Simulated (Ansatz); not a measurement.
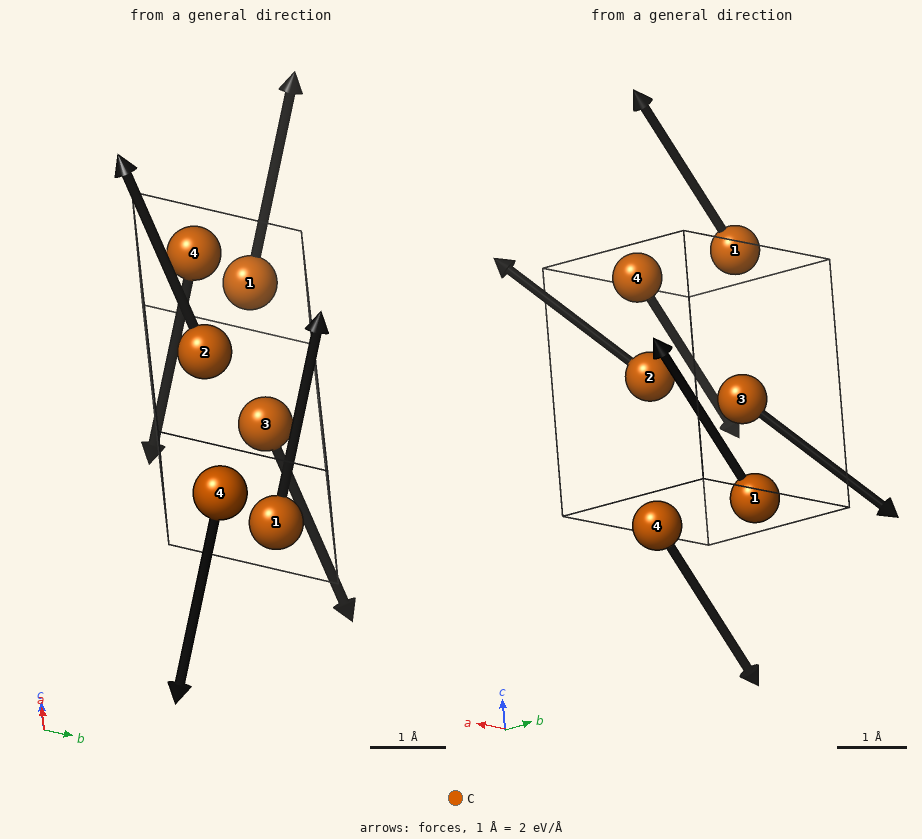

An orthographic spheres-only view of the structure, from two general directions. Lines trace the edges of the simulation cell. The arrows are the computed forces on the atoms.

System: C. All computed values are from DFT PBE, scalar-relativistic, plane waves, PAW (Ansatz 0.2.0). Settings: E_cut = 420 eV, k-point mesh 12×12×6, Gaussian smearing of 0.02 eV, no spin polarisation.

Question: Is the structure at rest?

Answer: No. The atoms still feel forces of up to about 5.2 eV/Å, far above a usual threshold of 0.01 to 0.03 eV/Å.

Question: Which atom is pushed hardest?

Answer: All C atoms, about 5.2 eV/Å.

Starting structure: an entry, possibly a prediction, of the Crystallography Open Database. The cell was then strained or its atoms displaced on purpose. It went into a calculation with Ansatz.
